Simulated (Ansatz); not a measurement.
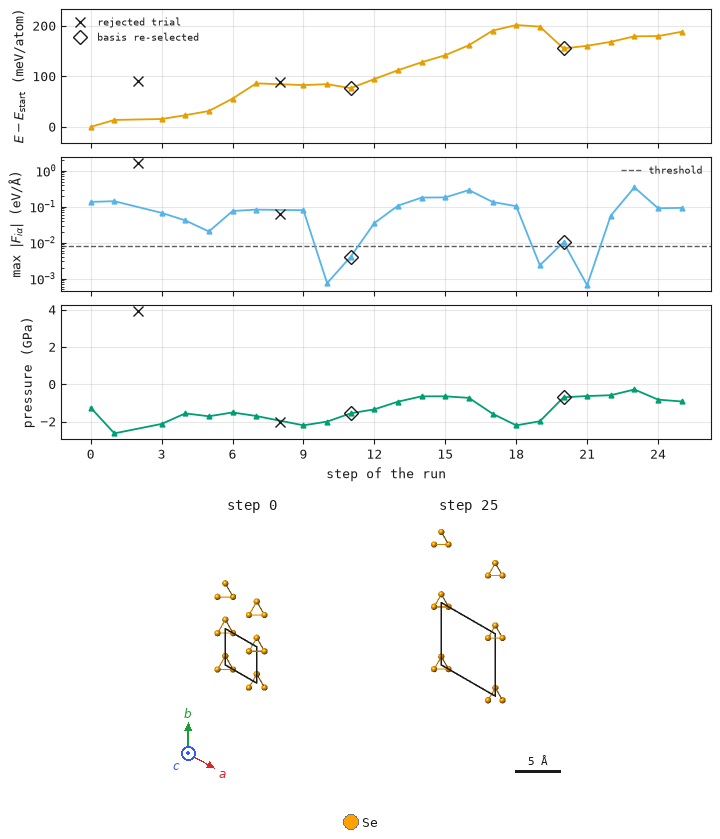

First and last geometry of a relaxation of solid Se (set up in P3_121), with the history of the run. Style: ball-and-stick. Shown: the cell of the calculation, repeated 1 × 2 × 1 with one cell outlined, along the c axis.

Case: relaxed at -2 GPa.

The calculation used Ansatz, DFT PBEsol, scalar-relativistic, plane waves, PAW. (plane-wave cutoff 420 eV; k-point mesh 12 × 12 × 8; occupations gaussian; smearing width 0.02 eV; target pressure -2 GPa; no spin polarisation; cell and atoms relaxed; force threshold 0.008 eV/Å; at most 50 steps)

> Read the history and describe the run.

The run was cut off at its time limit before the relaxation converged, so the last structure is only a point on the way. The largest moves relative to the cell, 0.80 Å, are those of Se atoms. The drawn cell changes as follows: a = b 4.067 → 6.987 Å (+71.8 %), c 5.151 → 5.177 Å (+0.5 %); the volume changes by +196.6 %. Near-neighbour distances that change, for instance: Se–Se 3.197 → 5.898 Å, Se–Se 2.453 → 2.370 Å. Bond angles that change, for instance: Se–Se–Se 103.6° → 107.2°. The space group stays P3_121 (No. 152). Over 21 accepted moves (25 points after the start) the energy rises by 188 meV per atom. With the target pressure of -2 GPa, the enthalpy E + pV changes by −415 meV per atom. Largest force component: 0.14 eV/Å at the start, 0.093 eV/Å at the end. The pressure goes from −1.26 to −0.92 GPa. The line search rejected the trial steps at points 2, 8 of the run. At 2 points the geometry stayed and the basis and grid were re-selected for the new cell (energy shift of 43.3 meV per atom at most each time). The run took 19 min on 1 thread of Arm Neoverse V1 (shared host), peak memory 0.7 GiB.
